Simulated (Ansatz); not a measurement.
**BaF$_{2}$: band-structure calculation**

The run: band-structure calculation of BaF$_{2}$ (3 atoms in the cell). Method and program: DFT, r2SCAN with spin-orbit coupling, plane waves, PAW (Ansatz 0.2.0).

The structure was built on a prototype by a generator. The geometry comes from this level: r2SCAN (a point of a series of strains). It belongs to a series of runs on one base structure; here: hydrostatic strain -3.0%.

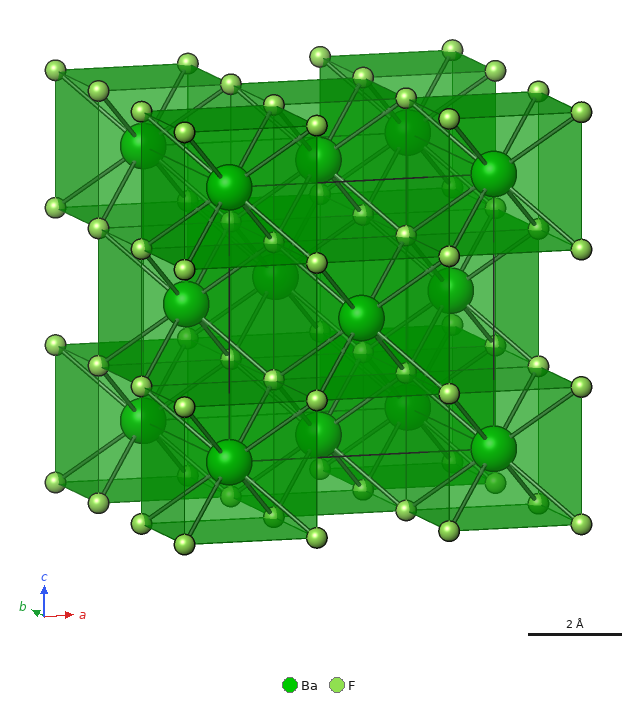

Fig. 1: The structure (polyhedral view of the cell 4 times as large as that of the calculation, set on its symmetry axes, seen slightly off an axis; polyhedra are completed across the faces of the cell). An atom can appear more than once, as a periodic image.

The input
```yaml
crystal:
  lattice:
    - [0.0, 3.0042488586, 3.0042488586]
    - [3.0042488586, 0.0, 3.0042488586]
    - [3.0042488586, 3.0042488586, 0.0]
  atoms:
    - { symbol: Ba, position: [0.0, 0.0, 0.0] }
    - { symbol: F, position: [0.25, 0.25, 0.25] }
    - { symbol: F, position: [0.75, 0.75, 0.75] }
kpoints:
  mp_grid: { grid: [8, 8, 8] }
  band_path:
    path:
      - [0.0, 0.0, 0.0]
      - [0.5, 0.0, 0.5]
      - [0.625, 0.25, 0.625]
      - [0.375, 0.375, 0.75]
      - [0.5, 0.5, 0.5]
      - [0.5, 0.25, 0.75]
      - [0.0, 0.239583, -0.239583]
    npoints: 1
hamiltonian:
  xc: r2scan
scf:
  occupations: { method: fixed }
  n_extra_bands: 8
magnetization:
  noncollinear: true
  spin_orbit: true
output:
  forces: true
  stress: true
  eigenvalues: true
  write_density: true
  write_potential: true
  elf: true
  volumetric_format: npy
```

Machine: 1 × NVIDIA H100 80GB HBM3, 2 threads of AMD EPYC (Zen 3), 144 GiB of memory available, shared host.

What the program printed
```
scf.n_extra_bands = 8 over 24 filled bands (N_el = 24.0): the run solves 32 bands
Engine: ansatz 0.2.0, x86_64-unknown-linux-gnu
Pseudopotentials: kind: paw_fr
Pseudopotential: Ba, paw_fr, valence charge 10, recommended cutoff 500 eV (meta_gga), Ba.paw.azcp#standard-fr
Pseudopotential: F, paw_fr, valence charge 7, recommended cutoff 500 eV (meta_gga), F.paw.azcp#standard-fr
Functional definition: r2SCAN
  parameter k0 = 0.174
  parameter k1 = 0.065
  parameter a1 = 4.9479
  exchange = r2scan_x(k0 = k0, k1 = k1, a1 = a1)
  correlation = r2scan_c
non-collinear run that drives no moment, with spin-orbit: no starting moment large enough to seed its density (crystal.atoms[].spin), no starting occupations that ask for one, no magnetisation constraint and no magnetic field, so the semilocal B_xc is pinned to zero
Crystal: 3 atoms, lattice volume = 54.230 Å³
Basis set: ecut = 500 eV, 1411 PW (Γ), exchange–correlation on 128×128×128 points (64 copies of the dense FFT grid, shifted against one another)
Bands: 32, of which v1, the nominal top of the filled ones, is band 24 counted from 1 (23 counted from 0)
Symmetry: 48 space group operations + 48 with time reversal
Magnetic group: BNS 225.117 (UNI 1619), of the structure as read, at distance tolerance 3.8e-5 Å
k-points: 29 of 512
Projection manifold: j_resolved (fully-relativistic pseudo-atomic orbitals)
Non-local potential: Ba, projectors of the file, l = 0: 3, l = 1: 4, l = 2: 4, l = 3: 4
Non-local potential: F, projectors of the file, l = 0: 2, l = 1: 4, l = 2: 2
PAW form: soft (Blöchl's): semilocal exchange-correlation on the pseudo side does not see the compensation charge
PAW frozen core: Ba, regenerated for the run's functional (the file was generated under x = pbe(κ = 0.804, μ = 0.2195149727645171), c = pbe(β = 0.06672455060314922))
PAW frozen core: F, regenerated for the run's functional (the file was generated under x = pbe(κ = 0.804, μ = 0.2195149727645171), c = pbe(β = 0.06672455060314922))
PAW one-centre angular grid: Ba, 302 points (default); XC on 160 Gauss nodes
PAW one-centre angular grid: F, 302 points (default); XC on 160 Gauss nodes
Initial density: superposition of atomic densities (chi_scale 0.1, normalization cell, long waves kept (reshape's long-wave potential 0.00 eV rms))
Initial wavefunctions: pseudopotential atomic-orbital guess
Functional: x = r2scan, c = r2scan; τ floored in thin density (d = 2e-4 eV/Å³)
SCF iter   1: F=—  HF=-7579.071435 eV  |F-HF|=—  |Δ(HF+E_count)|=         —  Δρ=1.19e-1  dr2=6.86e0  dr2_τ=1.77e-2  dr2_m=0.00e0 (ungated)  ethr=3.10e-3  |M|=0.00e0 ∫|m|=0.00e0 μB  |m|>n=0.0e0 m-floor=0.0e0 τ_xc=0.0e0  β_m=0.30  ⟨swp⟩=9.7  Hψ=2483  notcnv=0  defer=118
preconditioner: auto → none  [insulator: Δε(μ)=5.865 eV  Ē_g=15.756 eV  n_scr=14 (ndim 8)  ℏωp=23.7 eV  f_vac=0.000  ε∞_Penn≈3.3]
SCF iter   2: F=—  HF=-7577.164769 eV  |F-HF|=—  |Δ(HF+E_count)|=    1.91e0  Δρ=2.39e-2  dr2=5.64e-1  dr2_τ=2.40e-2  dr2_m=0.00e0 (ungated)  ethr=3.10e-3  |M|=0.00e0 ∫|m|=0.00e0 μB  |m|>n=0.0e0 m-floor=0.0e0 τ_xc=0.0e0  β_m=0.32  ⟨swp⟩=5.6  Hψ=1258  notcnv=0  defer=108
SCF iter   3: F=—  HF=-7577.087578 eV  |F-HF|=—  |Δ(HF+E_count)|=   7.72e-2  Δρ=1.37e-2  dr2=1.65e-1  dr2_τ=8.12e-4  dr2_m=0.00e0 (ungated)  ethr=2.35e-3  |M|=0.00e0 ∫|m|=0.00e0 μB  |m|>n=0.0e0 m-floor=0.0e0 τ_xc=0.0e0  β_m=0.51  ⟨swp⟩=4.2  Hψ=860  notcnv=0  defer=102
SCF iter   4: F=—  HF=-7577.110703 eV  |F-HF|=—  |Δ(HF+E_count)|=   2.31e-2  Δρ=2.72e-3  dr2=3.52e-3  dr2_τ=7.44e-5  dr2_m=0.00e0 (ungated)  ethr=6.87e-4  |M|=0.00e0 ∫|m|=0.00e0 μB  |m|>n=0.0e0 m-floor=0.0e0 τ_xc=0.0e0  β_m=0.66  ⟨swp⟩=3.8  Hψ=1003  notcnv=0  defer=112
SCF iter   5: F=—  HF=-7577.113442 eV  |F-HF|=—  |Δ(HF+E_count)|=   2.74e-3  Δρ=3.22e-4  dr2=4.12e-5  dr2_τ=2.07e-6  dr2_m=0.00e0 (ungated)  ethr=1.47e-5  |M|=0.00e0 ∫|m|=0.00e0 μB  |m|>n=0.0e0 m-floor=0.0e0 τ_xc=0.0e0  β_m=0.79  ⟨swp⟩=4.6  Hψ=947  notcnv=0  defer=112
SCF iter   6: F=—  HF=-7577.113483 eV  |F-HF|=—  |Δ(HF+E_count)|=   4.10e-5  Δρ=4.91e-5  dr2=5.38e-7  dr2_τ=2.97e-8  dr2_m=0.00e0 (ungated)  ethr=1.72e-7  |M|=0.00e0 ∫|m|=0.00e0 μB  |m|>n=0.0e0 m-floor=0.0e0 τ_xc=0.0e0  β_m=0.88  ⟨swp⟩=2.3  Hψ=846  notcnv=0  defer=114
SCF iter   7: F=-7577.113483 eV  HF=-7577.113483 eV  |F-HF|=2.78e-10  |Δ(HF+E_count)|=   4.06e-7  Δρ=2.16e-6  dr2=1.83e-9  dr2_τ=5.86e-11  dr2_m=0.00e0 (ungated)  ethr=4.17e-10  |M|=0.00e0 ∫|m|=0.00e0 μB  |m|>n=0.0e0 m-floor=0.0e0 τ_xc=0.0e0  ⟨swp⟩=19.2  Hψ=4742  notcnv=0
SCF 1 converged in 7 iterations: F = -7577.113483 eV  dr2 = 1.83e-9
  greatest PAW one-centre occupation: 0.949 electrons in one spin orbital (limit 2), on the Ba atom at site 0 (counted from 0), in its partial waves of l = 0
```

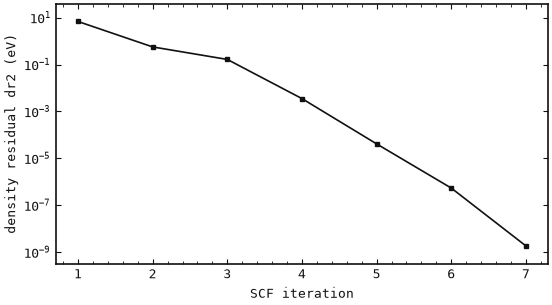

Fig. 2: Convergence of the self-consistent field: density residual dr2 against the SCF iteration. The residual falls at every step.

```
NSCF: frozen V_eff on 7 k-points
SCF converged after 7 iterations
Magnetization: |M| = 0.0000 μB,  M = (+0.0000, +0.0000, +0.0000) μB
Absolute magnetization: 0.0000 μB (∫|m|)
  site 0: m = (+0.0000, +0.0000, +0.0000) μB, |m| = 0.0000 μB  (R = 1.07 Å)
  site 1: m = (+0.0000, +0.0000, +0.0000) μB, |m| = 0.0000 μB  (R = 1.07 Å)
  site 2: m = (+0.0000, +0.0000, +0.0000) μB, |m| = 0.0000 μB  (R = 1.07 Å)
Free energy (F): -7577.113483 eV
Harris-Foulkes:  -7577.113483 eV  (|F-HF|=2.78e-10)
Internal energy: -7577.113483 eV  (E = F + TS)
E sigma→0 (E₀):  -7577.113483 eV
Fermi energy:    3.567208 eV
--- Per-component energies (eV) ---
  E_band       = -97.741305
  E_kinetic    = 590.610656
  E_local      = -1487.429198  (includes V_loc(G=0)·N_el)
  E_nonlocal   = 201.502740
  E_hartree    = 566.058046
  E_xc         = -318.993999
  E_vxc        = -384.639599  (∫ρ·V_xc dr)
  E_paw        = -5644.043636  (= ΣΔE_a)
  E_vpaw       = -174.352361  (= ΣTr[D̂ρ^β])
  E_aug_tail   = 0.002094  (compensation charges beyond the density's cutoff)
  E_vtau       = 24.447183  (kinetic-family band-sum trace: ∫τ·v_τ [+ j·A + Jᵃ·Aᵃ] dr)
  E_ewald      = -1484.826754
  E_core_change = 0.006568  (= ΣΔE_core)
  E_smearing   = -0.000000  (= −TS)
  E_closure    = -0.000000  (closes the sum)
  Σ components = -7577.113483   (vs F -7577.113483, Δ=0.00e0)
--- Forces (eV/Å), atoms counted from 1 ---
  atom   1  Ba    -0.00000000     0.00000000     0.00000000
  atom   2  F      0.00000000     0.00000000     0.00000000
  atom   3  F     -0.00000000    -0.00000000     0.00000000
  max |Σ_I F_I| component: 1.39e-17 eV/Å
--- Stress (GPa, compression-positive) ---
        6.933953       0.000000       0.000000
        0.000000       6.933953      -0.000000
       -0.000000       0.000000       6.933953
  P = ⅓ Tr σ = 6.9340 GPa (69.340 kbar)
--- Band table (eV; the first three rows and the last of 29) ---
  k-point 0: bands = ["-19.8501", "-19.8501", "-16.7366", "-16.7366", "-16.3065", "-16.3065", "-5.3580", "-5.3580", "-3.3697", "-3.3697", "-3.3697", "-3.3697", "1.7207", "1.7207", "1.7621", "1.7621", "1.7621", "1.7621", "3.2653", "3.2653", "3.4187", "3.4187", "3.4187", "3.4187", "11.3412", "11.3412", "13.8693", "13.8693", "13.8693", "13.8693", "16.6372", "16.6372"]
  k-point 1: bands = ["-19.7912", "-19.7912", "-16.7545", "-16.7545", "-16.3799", "-16.3799", "-5.3840", "-5.3840", "-3.4231", "-3.4231", "-3.4139", "-3.4139", "1.8101", "1.8101", "1.8438", "1.8438", "1.9556", "1.9556", "3.2055", "3.2055", "3.3507", "3.3507", "3.4094", "3.4094", "11.7068", "11.7068", "13.8447", "13.8447", "13.8453", "13.8453", "16.4225", "16.4225"]
  k-point 2: bands = ["-19.6361", "-19.6361", "-16.8169", "-16.8169", "-16.5511", "-16.5511", "-5.4428", "-5.4428", "-3.5371", "-3.5371", "-3.5154", "-3.5154", "1.9832", "1.9832", "2.0218", "2.0218", "2.4428", "2.4428", "3.0202", "3.0202", "3.2868", "3.2868", "3.4058", "3.4058", "12.5101", "12.5101", "13.8173", "13.8173", "13.8173", "13.8173", "15.8207", "15.8207"]
  k-point 28: bands = ["-19.1723", "-19.1723", "-17.0108", "-17.0108", "-17.0046", "-17.0046", "-5.5929", "-5.5929", "-3.8949", "-3.8949", "-3.5859", "-3.5859", "2.1371", "2.1371", "2.9156", "2.9156", "3.0827", "3.0827", "3.1713", "3.1713", "3.1814", "3.1814", "3.2359", "3.2359", "11.7039", "11.7039", "14.4991", "14.4991", "14.9226", "14.9226", "14.9349", "14.9349"]
```

File rho_z.tsv
```
# z_ang	rho[e/angstrom^3]	m_x[e/angstrom^3]	m_y[e/angstrom^3]	m_z[e/angstrom^3]	m_norm[e/angstrom^3]
# format = ansatz-planar-average/11
# lattice	0.000000000	3.004248859	3.004248859
# lattice	3.004248859	0.000000000	3.004248859
# lattice	3.004248859	3.004248859	0.000000000
# sites	3
# site	56	0.000000000	0.000000000	0.000000000
# site	9	1.502124429	1.502124429	1.502124429
# site	9	4.506373288	4.506373288	4.506373288
0.000000	3.903654e-1	0.000000e0	0.000000e0	0.000000e0	0.000000e0
0.132770	3.983687e-1	0.000000e0	0.000000e0	0.000000e0	0.000000e0
0.265541	4.226617e-1	0.000000e0	0.000000e0	0.000000e0	0.000000e0
0.398311	4.659597e-1	0.000000e0	0.000000e0	0.000000e0	0.000000e0
0.531081	5.312319e-1	0.000000e0	0.000000e0	0.000000e0	0.000000e0
0.663851	6.119833e-1	0.000000e0	0.000000e0	0.000000e0	0.000000e0
0.796622	6.873056e-1	0.000000e0	0.000000e0	0.000000e0	0.000000e0
0.929392	7.293386e-1	0.000000e0	0.000000e0	0.000000e0	0.000000e0
1.062162	7.169989e-1	0.000000e0	0.000000e0	0.000000e0	0.000000e0
1.194933	6.457009e-1	0.000000e0	0.000000e0	0.000000e0	0.000000e0
1.327703	5.294157e-1	0.000000e0	0.000000e0	0.000000e0	0.000000e0
1.460473	3.960682e-1	0.000000e0	0.000000e0	0.000000e0	0.000000e0
1.593244	2.759851e-1	0.000000e0	0.000000e0	0.000000e0	0.000000e0
1.726014	1.879884e-1	0.000000e0	0.000000e0	0.000000e0	0.000000e0
1.858784	1.336988e-1	0.000000e0	0.000000e0	0.000000e0	0.000000e0
1.991554	1.050835e-1	0.000000e0	0.000000e0	0.000000e0	0.000000e0
2.124325	9.602141e-2	0.000000e0	0.000000e0	0.000000e0	0.000000e0
2.257095	1.050835e-1	0.000000e0	0.000000e0	0.000000e0	0.000000e0
2.389865	1.336988e-1	0.000000e0	0.000000e0	0.000000e0	0.000000e0
2.522636	1.879884e-1	0.000000e0	0.000000e0	0.000000e0	0.000000e0
2.655406	2.759851e-1	0.000000e0	0.000000e0	0.000000e0	0.000000e0
2.788176	3.960682e-1	0.000000e0	0.000000e0	0.000000e0	0.000000e0
2.920947	5.294157e-1	0.000000e0	0.000000e0	0.000000e0	0.000000e0
3.053717	6.457009e-1	0.000000e0	0.000000e0	0.000000e0	0.000000e0
3.186487	7.169989e-1	0.000000e0	0.000000e0	0.000000e0	0.000000e0
3.319257	7.293386e-1	0.000000e0	0.000000e0	0.000000e0	0.000000e0
3.452028	6.873056e-1	0.000000e0	0.000000e0	0.000000e0	0.000000e0
3.584798	6.119833e-1	0.000000e0	0.000000e0	0.000000e0	0.000000e0
3.717568	5.312319e-1	0.000000e0	0.000000e0	0.000000e0	0.000000e0
3.850339	4.659597e-1	0.000000e0	0.000000e0	0.000000e0	0.000000e0
3.983109	4.226617e-1	0.000000e0	0.000000e0	0.000000e0	0.000000e0
4.115879	3.983687e-1	0.000000e0	0.000000e0	0.000000e0	0.000000e0
```

File v_z.tsv
```
# z_ang	v_es[eV]	v_tot[eV]	b_x[eV]	b_y[eV]	b_z[eV]
# format = ansatz-planar-average/11
# xc	r2scan
# density_cutoff_ev	2000
# datasets	Ba=:simpson_from_first_knot:soft:shift=0	F=:simpson_from_first_knot:soft:shift=0
# lattice	0.000000000	3.004248859	3.004248859
# lattice	3.004248859	0.000000000	3.004248859
# lattice	3.004248859	3.004248859	0.000000000
# sites	3
# site	56	0.000000000	0.000000000	0.000000000
# site	9	1.502124429	1.502124429	1.502124429
# site	9	4.506373288	4.506373288	4.506373288
0.000000	4.393550e-1	-1.104964e1	0.000000e0	0.000000e0	0.000000e0
0.132770	5.397139e-1	-1.099727e1	0.000000e0	0.000000e0	0.000000e0
0.265541	5.650466e-1	-1.104844e1	0.000000e0	0.000000e0	0.000000e0
0.398311	4.233812e-1	-1.126790e1	0.000000e0	0.000000e0	0.000000e0
0.531081	3.743696e-1	-1.137730e1	0.000000e0	0.000000e0	0.000000e0
0.663851	5.585768e-1	-1.113832e1	0.000000e0	0.000000e0	0.000000e0
0.796622	1.030490e0	-1.045759e1	0.000000e0	0.000000e0	0.000000e0
0.929392	1.825186e0	-9.257006e0	0.000000e0	0.000000e0	0.000000e0
1.062162	2.888454e0	-7.648512e0	0.000000e0	0.000000e0	0.000000e0
1.194933	4.105408e0	-5.818560e0	0.000000e0	0.000000e0	0.000000e0
1.327703	5.398824e0	-3.733272e0	0.000000e0	0.000000e0	0.000000e0
1.460473	6.697515e0	-1.608003e0	0.000000e0	0.000000e0	0.000000e0
1.593244	7.938191e0	1.804240e-1	0.000000e0	0.000000e0	0.000000e0
1.726014	9.094822e0	1.716699e0	0.000000e0	0.000000e0	0.000000e0
1.858784	1.003845e1	3.172473e0	0.000000e0	0.000000e0	0.000000e0
1.991554	1.050046e1	4.242875e0	0.000000e0	0.000000e0	0.000000e0
2.124325	1.056394e1	4.599911e0	0.000000e0	0.000000e0	0.000000e0
2.257095	1.050046e1	4.242875e0	0.000000e0	0.000000e0	0.000000e0
2.389865	1.003845e1	3.172473e0	0.000000e0	0.000000e0	0.000000e0
2.522636	9.094822e0	1.716699e0	0.000000e0	0.000000e0	0.000000e0
2.655406	7.938191e0	1.804240e-1	0.000000e0	0.000000e0	0.000000e0
2.788176	6.697515e0	-1.608003e0	0.000000e0	0.000000e0	0.000000e0
2.920947	5.398824e0	-3.733272e0	0.000000e0	0.000000e0	0.000000e0
3.053717	4.105408e0	-5.818560e0	0.000000e0	0.000000e0	0.000000e0
3.186487	2.888454e0	-7.648512e0	0.000000e0	0.000000e0	0.000000e0
3.319257	1.825186e0	-9.257006e0	0.000000e0	0.000000e0	0.000000e0
3.452028	1.030490e0	-1.045759e1	0.000000e0	0.000000e0	0.000000e0
3.584798	5.585768e-1	-1.113832e1	0.000000e0	0.000000e0	0.000000e0
3.717568	3.743696e-1	-1.137730e1	0.000000e0	0.000000e0	0.000000e0
3.850339	4.233812e-1	-1.126790e1	0.000000e0	0.000000e0	0.000000e0
3.983109	5.650466e-1	-1.104844e1	0.000000e0	0.000000e0	0.000000e0
4.115879	5.397139e-1	-1.099727e1	0.000000e0	0.000000e0	0.000000e0
```

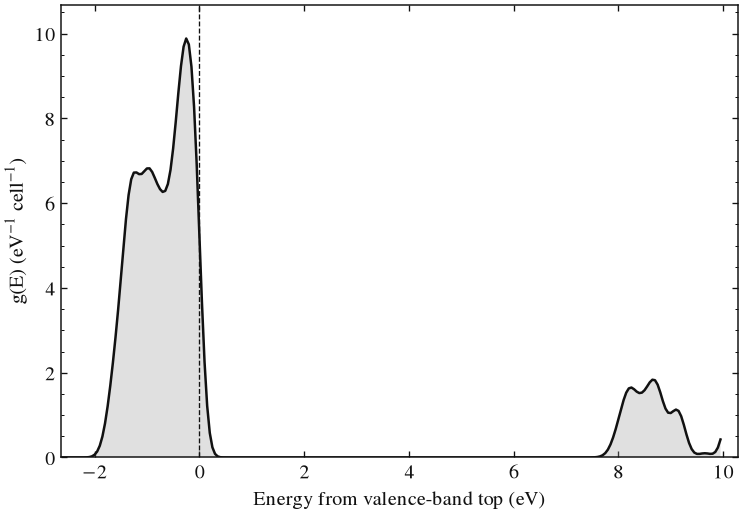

Fig. 3: Density of states (the curve is built from the levels of the k mesh with Gaussians 0.3 eV wide, which also blur the band edges), with energies from the valence-band top. There is a gap of 7.77 eV on the k-point mesh. Small ripples come from the finite k-point mesh.

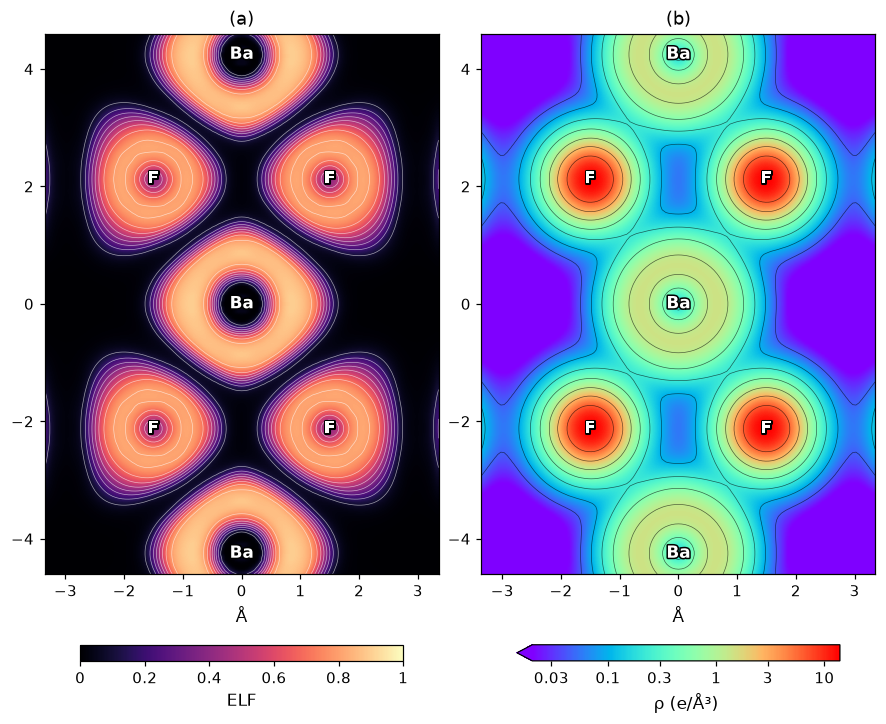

Fig. 4: (a) electron localisation function; (b) valence charge density (pseudo) on the (011) plane of the conventional cell. Ba–F (2.60 Å): ρ is about 0.28 e/Å³ halfway, with its minimum of 0.23 e/Å³ about 1.4 Å from Ba; the ELF is about 0.20 at the midpoint and 0.05 at its lowest between the atoms, which marks ionic bonding with no shared pair. Away from the nuclei the density in this plane falls to 0.003 e/Å³ at its lowest. The strong features right at Ba lie inside the PAW spheres (semicore, d or f shells) and say nothing about bonding. The fields are those of the smooth PAW valence density.

Results in brief

| quantity | value |
| --- | --- |
| outcome | converged |
| space group (tolerance 0.01 Å) | Fm-3m (225) |
| electrons treated | 24 |
| free energy | −7577.1135 eV |
| Fermi energy | 3.567 eV |
| gap on the k-point mesh | 7.77 eV |
| net moment of the cell | 0.00 μB |
| integrated absolute moment | 0.00 μB |
| pressure | 6.93 GPa |
| largest force (length of the vector) | under 0.001 eV/Å |
| wall time | 8.4 s (CPU time 13 s) |
| peak memory | 1.2 GiB |

The cell is under a pressure of 6.9 GPa at this level, so it is not at its equilibrium volume.
